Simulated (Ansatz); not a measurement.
## Run report: CoSi, geometry relaxation

- system: CoSi (Fm-3m, 2 atoms in the cell)
- method: DFT PBE, scalar-relativistic, plane waves, PAW, no spin polarisation (Ansatz 0.2.0)

The structure was made by swapping elements on the sites of another compound; it need not be a known phase. It belongs to a series of runs on one base structure; here: rock salt type (Fm-3m, No. 225). Figures and captions count atoms from 1; the log counts them from 0 in places.

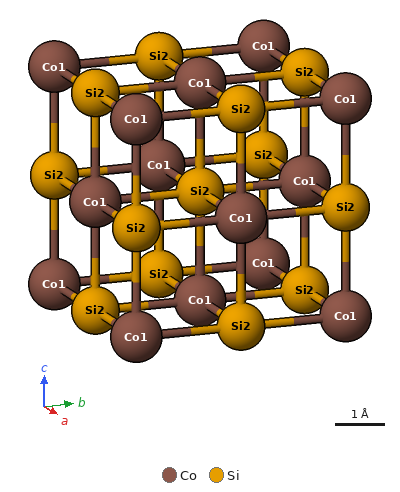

The starting structure (ball-and-stick view of the cell 4 times as large as that of the calculation, set on its symmetry axes, seen slightly off an axis; atoms are numbered from 1 in the order of the input). Near neighbours in the crystal (not all of them lie inside the picture): Co has 6 Si at 2.33 Å; Si has 6 Co at 2.33 Å.

Results in brief:

```csv
quantity,value
outcome,converged
space group (tolerance 0.01 Å),Fm-3m (225)
electrons treated,21
free energy,−5761.7604 eV
Fermi energy,13.723 eV
gap on the k-point mesh,none (metallic)
pressure,0.00 GPa
final volume,25.34 Å³
largest force (length of the vector) at the end,under 0.001 eV/Å
final cell,"a = 3.297 Å, b = 3.297 Å, c = 3.297 Å, α = 60.00°, β = 60.00°, γ = 60.00°"
hardware,"1 thread of Intel Xeon @ 2.50GHz (Skylake/Cascade Lake), 189 GiB of memory available, shared host"
wall time,75 s
peak memory,0.42 GiB
```

Notes:

The run has no spin polarisation, so a magnetic state may lie lower.

Input:
```yaml
crystal:
  lattice:
    - [0.0, 2.3304890702, 2.3304890702]
    - [2.3304890702, 0.0, 2.3304890702]
    - [2.3304890702, 2.3304890702, 0.0]
  atoms:
    - { symbol: Co, position: [0.0, 0.0, 0.0] }
    - { symbol: Si, position: [0.5, 0.5, 0.5] }
basis:
  ecutwfc: 420
kpoints:
  mp_grid: { grid: [20, 20, 20] }
hamiltonian:
  xc: pbe
scf:
  occupations: { method: gaussian, width: 0.1 }
output:
  forces: true
  stress: true
  eigenvalues: true
  write_density: true
  write_potential: true
  elf: true
  volumetric_format: npy
relax:
  adjacent_minimum: "off"
  f_tol: 0.01
  max_steps: 80
  cell: { stress_tol: 0.05 }
```

Launched with:
```bash
ansatz run input.yaml --threads 1 --pin off --max-ram 2560MiB --backend cpu --events-out ev --progress --plain --runs-dir out
```

The program's output:
```
Engine: ansatz 0.2.0, x86_64-unknown-linux-gnu
Pseudopotentials: kind: paw
Pseudopotential: Co, paw, valence charge 17, recommended cutoff 420 eV (normal), Co.paw.azcp
Pseudopotential: Si, paw, valence charge 4, recommended cutoff 420 eV (normal), Si.paw.azcp
Functional definition: PBE
  parameter kappa = 0.804
  parameter beta = 0.06672455060314922
  exchange = pbe_x(kappa = kappa, mu = beta*pi^2/3)
  correlation = pbe_c(beta = beta)
Crystal: 2 atoms, lattice volume = 25.315 Å³
Basis set: ecut = 420 eV, 531 PW (Γ), exchange–correlation on 48×48×48 points (8 copies of the dense FFT grid, shifted against one another)
Bands: 15, of which v1, the nominal top of the filled ones, is band 11 counted from 1 (10 counted from 0)
Symmetry: 48 space group operations
Space group: Fm-3m (ITA 225), of the structure as read, at distance tolerance 2.9e-5 Å
k-points: 256 of 8000
Non-local potential: Co, projectors of the file, l = 0: 3, l = 1: 2, l = 2: 3, l = 3: 1
Non-local potential: Si, projectors of the file, l = 0: 2, l = 1: 2, l = 2: 2
PAW form: soft (Blöchl's): semilocal exchange-correlation on the pseudo side does not see the compensation charge
PAW one-centre angular grid: Co, 590 points (default); XC on 64 Gauss nodes
PAW one-centre angular grid: Si, 110 points (default); XC on 64 Gauss nodes
Initial density: superposition of atomic densities (neutral atoms: chi_scale 0, normalization atom), corrected by the library's trained network
Initial wavefunctions: pseudopotential atomic-orbital guess
Functional: x = pbe(κ = 0.804, μ = 0.2195149727645171), c = pbe(β = 0.06672455060314922)
SCF iter   1: F=—  HF=-5761.763167 eV  |F-HF|=—  |Δ(HF+E_count)|=         —  Δρ=1.24e-2  dr2=2.33e-2  ethr=1.77e-3  ⟨swp⟩=4.8  Hψ=19688  notcnv=0
preconditioner: auto → none  [metal: Δε(μ)=0.009 eV  Ē_g=8.281 eV  σ=0.100 eV  W_gap=0.05  n_scr=8 (ndim 8)  ℏωp=26.6 eV  f_vac=0.000  D(μ)=1.49/eV (n_scr^D=14)  sad-step TF]
SCF iter   2: F=—  HF=-5761.761156 eV  |F-HF|=—  |Δ(HF+E_count)|=   2.01e-3  Δρ=6.27e-3  dr2=6.49e-3  ethr=1.11e-4  ⟨swp⟩=1.0  Hψ=5898  notcnv=0
SCF iter   3: F=—  HF=-5761.760430 eV  |F-HF|=—  |Δ(HF+E_count)|=   7.26e-4  Δρ=4.25e-4  dr2=3.02e-5  ethr=3.09e-5  ⟨swp⟩=1.1  Hψ=3819  notcnv=0  defer=1
SCF iter   4: F=—  HF=-5761.760434 eV  |F-HF|=—  |Δ(HF+E_count)|=   4.32e-6  Δρ=1.10e-4  dr2=5.20e-7  ethr=1.44e-7  ⟨swp⟩=2.3  Hψ=5647  notcnv=0  defer=1
SCF iter   5: F=—  HF=-5761.760435 eV  |F-HF|=—  |Δ(HF+E_count)|=   6.70e-7  Δρ=2.94e-5  dr2=1.03e-7  ethr=2.47e-9  ⟨swp⟩=2.0  Hψ=6397  notcnv=0  defer=1
SCF iter   6: F=-5761.760435 eV  HF=-5761.760435 eV  |F-HF|=1.15e-9  |Δ(HF+E_count)|=   9.73e-9  Δρ=4.03e-6  dr2=1.39e-9  ethr=4.76e-10  ⟨swp⟩=8.2  Hψ=21058  notcnv=0
SCF 1 converged in 6 iterations: F = -5761.760435 eV  dr2 = 1.39e-9
  greatest PAW one-centre occupation: 1.001 electrons in one spin orbital (limit 2), on the Co atom at site 0 (counted from 0), in its partial waves of l = 1
relax step   1: F+E_penalty+E_count = -5761.76043459 eV  Δ(F+E_penalty+E_count) = +0.000e0 eV  max|allowed force component| = 6.311e-30 eV/Å  Δτ_max = 0.0000 Å  P = +0.152 GPa  Ω = 25.315 Å³  (6 SCF iters, dr2 threshold 1.00e-7 eV, accepted)
Crystal: 2 atoms, lattice volume = 25.328 Å³
Initial density: handed on by an earlier stage of this run
Initial wavefunctions: those handed on with the density
iter 1 solved again at ethr=5.60e-10 eV; its pass at ethr=3.10e-3 eV (dr2=1.18e-7 eV) is discarded
SCF iter   1: F=—  HF=-5761.760433 eV  |F-HF|=—  |Δ(HF+E_count)|=         —  Δρ=2.02e-5  dr2=7.44e-8  ethr=5.60e-10  ⟨swp⟩=3.0  Hψ=23068  notcnv=0
preconditioner: auto → none  [metal: Δε(μ)=0.006 eV  Ē_g=8.290 eV  σ=0.100 eV  W_gap=0.03  n_scr=8 (ndim 8)  ℏωp=26.6 eV  f_vac=0.000  D(μ)=1.44/eV (n_scr^D=14)]
iter 2 did not close the SCF: its close was put off for the readings that it lacked (scf_convergence_deferred on its scf_iter line)
SCF iter   2: F=-5761.760437 eV  HF=-5761.760437 eV  |F-HF|=1.34e-8  |Δ(HF+E_count)|=   4.10e-6  Δρ=1.25e-5  dr2=2.93e-8  ethr=3.54e-10  ⟨swp⟩=2.0  Hψ=6474  notcnv=0
iter 3 did not close the SCF: its close was put off for the readings that it lacked (scf_convergence_deferred on its scf_iter line)
SCF iter   3: F=-5761.760437 eV  HF=-5761.760437 eV  |F-HF|=6.64e-11  |Δ(HF+E_count)|=   2.87e-9  Δρ=1.26e-6  dr2=3.12e-10  ethr=1.39e-10  ⟨swp⟩=2.2  Hψ=5534  notcnv=0
iter 4 did not close the SCF: its close was put off for the readings that it lacked (scf_convergence_deferred on its scf_iter line)
SCF iter   4: F=-5761.760437 eV  HF=-5761.760437 eV  |F-HF|=9.28e-11  |Δ(HF+E_count)|=  3.18e-11  Δρ=9.17e-7  dr2=1.11e-10  ethr=1.48e-12  ⟨swp⟩=2.0  Hψ=6536  notcnv=0
iter 5 did not close the SCF: its close was put off for the readings that it lacked (scf_convergence_deferred on its scf_iter line)
SCF iter   5: F=-5761.760437 eV  HF=-5761.760437 eV  |F-HF|=0.00e0  |Δ(HF+E_count)|=  1.36e-11  Δρ=3.55e-8  dr2=1.03e-13  ethr=1.00e-12  ⟨swp⟩=1.0  Hψ=3840  notcnv=0
SCF iter   6: F=-5761.760437 eV  HF=-5761.760437 eV  |F-HF|=1.82e-12  |Δ(HF+E_count)|=  9.09e-13  Δρ=7.62e-9  dr2=3.95e-15  ethr=1.00e-12  ⟨swp⟩=3.5  Hψ=13594  notcnv=0
SCF 2 converged in 6 iterations: F = -5761.760437 eV  dr2 = 3.95e-15
relax step   2: F+E_penalty+E_count = -5761.76043709 eV  Δ(F+E_penalty+E_count) = -2.496e-6 eV  max|allowed force component| = 4.437e-31 eV/Å  Δτ_max = 0.0000 Å  P = +0.068 GPa  Ω = 25.328 Å³  energy of the carried Pulay correction = -6.502e-6 eV  (6 SCF iters, accepted)
Crystal: 2 atoms, lattice volume = 25.338 Å³
iter 1 solved again at ethr=3.27e-10 eV; its pass at ethr=3.10e-3 eV (dr2=6.87e-8 eV) is discarded
SCF iter   1: F=—  HF=-5761.760430 eV  |F-HF|=—  |Δ(HF+E_count)|=         —  Δρ=1.65e-5  dr2=4.91e-8  ethr=3.27e-10  ⟨swp⟩=3.1  Hψ=23355  notcnv=0
preconditioner: auto → none  [metal: Δε(μ)=0.006 eV  Ē_g=8.287 eV  σ=0.100 eV  W_gap=0.03  n_scr=8 (ndim 8)  ℏωp=26.6 eV  f_vac=0.000  D(μ)=1.44/eV (n_scr^D=14)]
SCF iter   2: F=—  HF=-5761.760434 eV  |F-HF|=—  |Δ(HF+E_count)|=   4.10e-6  Δρ=9.60e-6  dr2=1.84e-8  ethr=2.34e-10  ⟨swp⟩=2.1  Hψ=6539  notcnv=0
iter 3 did not close the SCF: its close was put off for the readings that it lacked (scf_convergence_deferred on its scf_iter line)
SCF iter   3: F=-5761.760434 eV  HF=-5761.760434 eV  |F-HF|=1.73e-11  |Δ(HF+E_count)|=   1.58e-9  Δρ=1.23e-6  dr2=3.58e-10  ethr=8.78e-11  ⟨swp⟩=2.1  Hψ=6530  notcnv=0
iter 4 did not close the SCF: its close was put off for the readings that it lacked (scf_convergence_deferred on its scf_iter line)
SCF iter   4: F=-5761.760434 eV  HF=-5761.760434 eV  |F-HF|=6.37e-11  |Δ(HF+E_count)|=  9.91e-11  Δρ=7.61e-7  dr2=7.49e-11  ethr=1.71e-12  ⟨swp⟩=2.0  Hψ=6528  notcnv=0
iter 5 did not close the SCF: its close was put off for the readings that it lacked (scf_convergence_deferred on its scf_iter line)
SCF iter   5: F=-5761.760434 eV  HF=-5761.760434 eV  |F-HF|=9.09e-13  |Δ(HF+E_count)|=  7.28e-12  Δρ=2.90e-8  dr2=8.00e-14  ethr=1.00e-12  ⟨swp⟩=1.0  Hψ=3840  notcnv=0
SCF iter   6: F=-5761.760434 eV  HF=-5761.760434 eV  |F-HF|=1.82e-12  |Δ(HF+E_count)|=    0.00e0  Δρ=6.53e-9  dr2=2.32e-15  ethr=1.00e-12  ⟨swp⟩=3.4  Hψ=13506  notcnv=0
SCF 3 converged in 6 iterations: F = -5761.760434 eV  dr2 = 2.32e-15
relax step   3: F+E_penalty+E_count = -5761.76043407 eV  Δ(F+E_penalty+E_count) = +3.012e-6 eV  max|allowed force component| = 2.958e-31 eV/Å  Δτ_max = 0.0000 Å  P = +0.000 GPa  Ω = 25.338 Å³  energy of the carried Pulay correction = -1.177e-5 eV  (6 SCF iters, accepted)
Initial wavefunctions: pseudopotential atomic-orbital guess (no wavefunctions were taken with the density)
iter 1 solved again at ethr=3.25e-7 eV; its pass at ethr=3.10e-3 eV (dr2=6.82e-5 eV) is discarded
SCF iter   1: F=—  HF=-5761.760448 eV  |F-HF|=—  |Δ(HF+E_count)|=         —  Δρ=5.66e-6  dr2=1.15e-9  ethr=3.25e-7  ⟨swp⟩=3.0  Hψ=29525  notcnv=0
eigensolver tolerance schedule: the retry pair's looser diagonalisation over-reported the residual by 59511.54 of it (diagonalisation noise at an unbounded share of the residual, at the tolerance the schedule requests for it); recorded, not acted on — ethr = c·dr2/N_el stays at c = 1.0e-1
SCF iter   2: F=—  HF=-5761.760449 eV  |F-HF|=—  |Δ(HF+E_count)|=   1.23e-6  Δρ=2.57e-6  dr2=2.64e-10  ethr=5.46e-12  ⟨swp⟩=3.1  Hψ=8283  notcnv=0
iter 3 did not close the SCF: its close was put off for the readings that it lacked (scf_convergence_deferred on its scf_iter line)
SCF iter   3: F=-5761.760449 eV  HF=-5761.760449 eV  |F-HF|=2.09e-11  |Δ(HF+E_count)|=  5.46e-12  Δρ=2.85e-7  dr2=1.13e-11  ethr=1.26e-12  ⟨swp⟩=2.0  Hψ=4096  notcnv=0
iter 4 did not close the SCF: its close was put off for the readings that it lacked (scf_convergence_deferred on its scf_iter line)
SCF iter   4: F=-5761.760449 eV  HF=-5761.760449 eV  |F-HF|=0.00e0  |Δ(HF+E_count)|=  3.64e-12  Δρ=7.98e-8  dr2=3.49e-13  ethr=1.00e-12  ⟨swp⟩=1.0  Hψ=3840  notcnv=0
iter 5 did not close the SCF: its close was put off for the readings that it lacked (scf_convergence_deferred on its scf_iter line)
SCF iter   5: F=-5761.760449 eV  HF=-5761.760449 eV  |F-HF|=9.09e-13  |Δ(HF+E_count)|=    0.00e0  Δρ=1.81e-8  dr2=3.34e-14  ethr=1.00e-12  ⟨swp⟩=1.0  Hψ=3840  notcnv=0
iter 6 did not close the SCF: its close was put off for the readings that it lacked (scf_convergence_deferred on its scf_iter line)
SCF iter   6: F=-5761.760449 eV  HF=-5761.760449 eV  |F-HF|=1.82e-12  |Δ(HF+E_count)|=  1.82e-12  Δρ=3.72e-9  dr2=1.51e-15  ethr=1.00e-12  ⟨swp⟩=1.0  Hψ=3840  notcnv=0
SCF iter   7: F=-5761.760449 eV  HF=-5761.760449 eV  |F-HF|=0.00e0  |Δ(HF+E_count)|=  1.82e-12  Δρ=1.13e-9  dr2=1.22e-16  ethr=1.00e-12  ⟨swp⟩=2.3  Hψ=10823  notcnv=0
SCF 4 converged in 7 iterations: F = -5761.760449 eV  dr2 = 1.22e-16
relax step   4: F+E_penalty+E_count = -5761.76044899 eV  Δ(F+E_penalty+E_count) = -1.492e-5 eV  max|allowed force component| = 4.437e-31 eV/Å  Δτ_max = 0.0000 Å  P = +0.001 GPa  Ω = 25.338 Å³  stress off target by 5.67e-4 GPa  SCF on the basis re-selected at this cell (its energy is not comparable with the rows above)  (7 SCF iters)
```

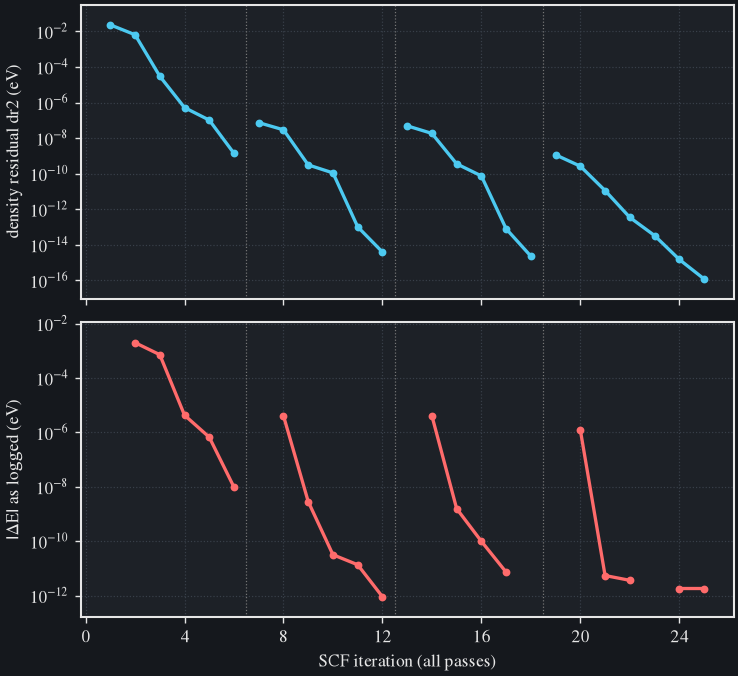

Convergence of the self-consistent field: density residual dr2 and size of the energy change against the SCF iteration. The dotted lines part the SCF passes of the relaxation: geometry steps, rejected trials and re-solves on a re-selected basis. The passes take 6, 6, 6 and 7 iterations.

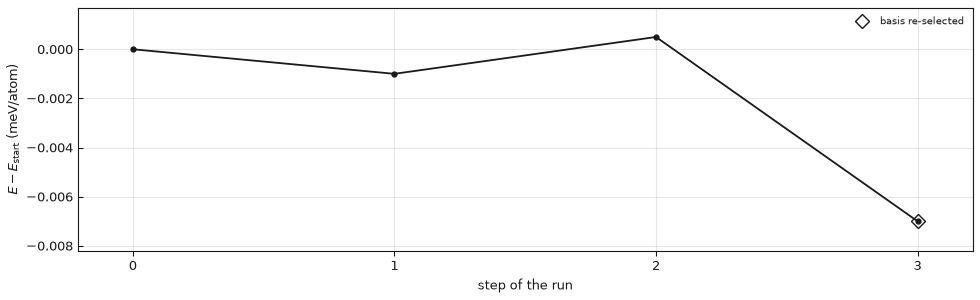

Progress of the relaxation, step by step (the first geometry is step 0 here and step 1 in the log). The atoms keep their places relative to the cell (all moves are under 0.005 Å). The volume changes by +0.1 %, with a = b = c 4.661 → 4.662 Å (0.0 %). The space group stays Fm-3m (No. 225). Over 2 geometry steps the energy rises by next to nothing (0.0 meV per atom). All forces vanish by symmetry, so only the cell relaxes. The pressure goes from 0.15 to 0.00 GPa. A last SCF at the same geometry on a re-selected plane-wave basis shifts the energy by next to nothing (0.0 meV per atom).

```
basis re-selected at this cell: Δ(F+E_penalty+E_count) = -1.492e-5 eV, ΔP = +0.001 GPa vs the last step (what re-selecting the basis moved, of the pressure what is left beyond the Pulay correction that the steps carried, after the strain that the cell walked since its last selection, with what the two solves' SCF thresholds leave and, on support functions, any second-order correction that the steps lacked; it is no measure of the basis error at this ecutwfc). This SCF's stress stands 5.67e-4 GPa from its target on what of the cell is left free (relax.cell.stress_tol is 5.00e-2 GPa) and its largest allowed force component is 4.44e-31 eV/Å (relax.f_tol is 1.00e-2 eV/Å): within both
SCF converged after 7 iterations
Free energy (F): -5761.760449 eV
Harris-Foulkes:  -5761.760449 eV  (|F-HF|=0.00e0)
Internal energy: -5761.753266 eV  (E = F + TS)
E sigma→0 (E₀):  -5761.756857 eV
Entropy (-TS):   -0.007183 eV (-3.592 meV/atom)
Fermi energy:    13.722745 eV
--- Per-component energies (eV) ---
  E_band       = -290.706396
  E_kinetic    = 500.411919
  E_local      = -3699.082541  (includes V_loc(G=0)·N_el)
  E_nonlocal   = 484.525601
  E_hartree    = 1588.479157
  E_xc         = -215.299219
  E_vxc        = -253.451088  (∫ρ·V_xc dr)
  E_paw        = -2032.517806  (= ΣΔE_a)
  E_vpaw       = -500.068761  (= ΣTr[D̂ρ^β])
  E_aug_tail   = 0.000159  (compensation charges beyond the density's cutoff)
  E_ewald      = -2388.270536
  E_smearing   = -0.007183  (= −TS)
  E_closure    = -0.000000  (closes the sum)
  Σ components = -5761.760449   (vs F -5761.760449, Δ=0.00e0)
--- Forces (eV/Å), atoms counted from 1 ---
  atom   1  Co    -0.00000000     0.00000000     0.00000000
  atom   2  Si     0.00000000    -0.00000000     0.00000000
  max |Σ_I F_I| component: 7.40e-31 eV/Å
--- Stress (GPa, compression-positive) ---
        0.000567       0.000000      -0.000000
       -0.000000       0.000567       0.000000
        0.000000       0.000000       0.000567
  P = ⅓ Tr σ = 0.0006 GPa (0.006 kbar)
--- Band table (eV; the first three rows and the last of 256) ---
  k-point 0: bands = ["-80.8358", "-44.1664", "-44.1664", "-44.1664", "1.5346", "11.8266", "11.8266", "11.8266", "11.9169", "11.9169", "18.1042", "18.1042", "18.1042", "24.4554", "24.4554"]
  k-point 1: bands = ["-80.8358", "-44.1668", "-44.1665", "-44.1665", "1.5856", "11.7884", "11.8299", "11.8299", "11.9003", "11.9003", "17.8650", "18.1434", "18.1434", "24.0592", "24.4889"]
  k-point 2: bands = ["-80.8357", "-44.1678", "-44.1667", "-44.1667", "1.7384", "11.6694", "11.7624", "11.7624", "11.9330", "11.9330", "17.2394", "18.2548", "18.2548", "23.4764", "24.5568"]
  k-point 255: bands = ["-80.8343", "-44.1761", "-44.1761", "-44.1726", "6.6585", "9.5128", "9.5128", "10.4750", "13.0817", "13.3679", "13.4871", "13.4871", "14.3989", "23.9948", "24.4289"]
--- Relaxed structure (3 steps of the walk, 3 accepted, 1 SCFs on fresh bases) ---
  F+E_penalty+E_count = -5761.76044899 eV   max|allowed force component| = 4.437e-31 eV/Å   (the final SCF, on the basis selected at the relaxed cell)
  cell:  # Å, volume = 25.3383 Å³
    - [3.0317463595728763e-33, 2.3312160909838235, 2.3312160909838235]
    - [2.3312160909838235, -9.681206862501621e-34, 2.3312160909838235]
    - [2.3312160909838235, 2.3312160909838235, -7.643058049343355e-35]
  atoms:
    - { symbol: Co, position: [-4.3041974559294296e-36, 2.58251847355918e-36, 3.873777710337572e-36] }
    - { symbol: Si, position: [0.5, 0.5, 0.5] }
```

Trajectory as extended XYZ (Å, eV, eV/Å), 4 frames, from step=1 to step=4:
```
2
Lattice="0.0000 2.3305 2.3305 2.3305 0.0000 2.3305 2.3305 2.3305 0.0000" Properties=species:S:1:pos:R:3:forces:R:3 step=1 energy=-5761.76044 pressure_GPa=0.15
Co    0.0000    0.0000    0.0000    0.0000   0.0000   0.0000
Si    2.3305    2.3305    2.3305    0.0000   0.0000   0.0000
2
Lattice="0.0000 2.3309 2.3309 2.3309 0.0000 2.3309 2.3309 2.3309 0.0000" Properties=species:S:1:pos:R:3:forces:R:3 step=2 energy=-5761.76044 pressure_GPa=0.07
Co    0.0000    0.0000    0.0000    0.0000   0.0000   0.0000
Si    2.3309    2.3309    2.3309    0.0000   0.0000   0.0000
2
Lattice="0.0000 2.3312 2.3312 2.3312 0.0000 2.3312 2.3312 2.3312 0.0000" Properties=species:S:1:pos:R:3:forces:R:3 step=3 energy=-5761.76043 pressure_GPa=0.00
Co    0.0000    0.0000    0.0000    0.0000   0.0000   0.0000
Si    2.3312    2.3312    2.3312    0.0000   0.0000   0.0000
2
Lattice="0.0000 2.3312 2.3312 2.3312 0.0000 2.3312 2.3312 2.3312 0.0000" Properties=species:S:1:pos:R:3:forces:R:3 step=4 energy=-5761.76045 pressure_GPa=0.00
Co    0.0000    0.0000    0.0000    0.0000   0.0000   0.0000
Si    2.3312    2.3312    2.3312    0.0000   0.0000   0.0000
```

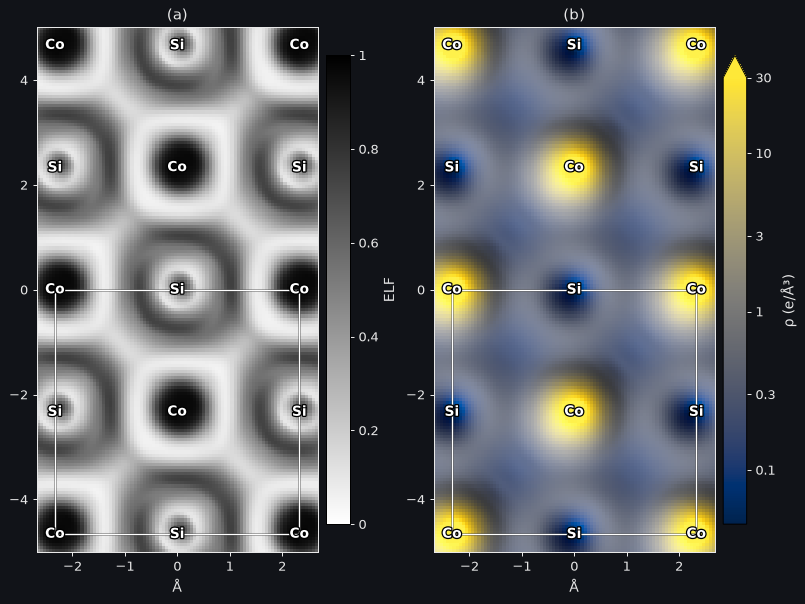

(a) electron localisation function; (b) valence pseudo-density on the (100) plane of the conventional cell. The plane passes through Co and Si nuclei. Co–Si (2.33 Å): ρ is about 0.44 e/Å³ halfway; the ELF is about 0.45 at the midpoint. Away from the nuclei the density in this plane falls to 0.2 e/Å³ at its lowest. The strong features right at Co lie inside the PAW spheres (semicore, d or f shells) and say nothing about bonding. In a PAW calculation such maps are meaningful between the atoms, not at the nuclei.

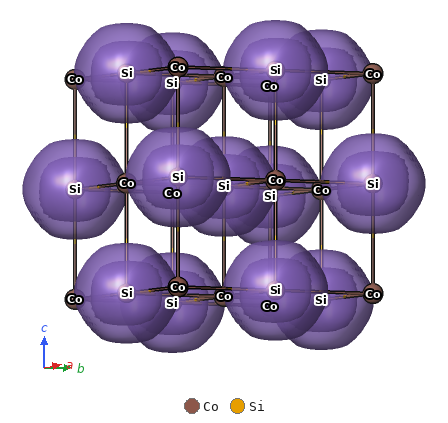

Isosurface of the ELF at 0.6 (purple), seen at an oblique angle. Core shells and regions of very low density are left out. Sticks mark near contacts. The outline is the cell set on symmetry axes. Along the contacts the grid gives the following. Co–Si (2.33 Å): the ELF is about 0.45 at the midpoint.
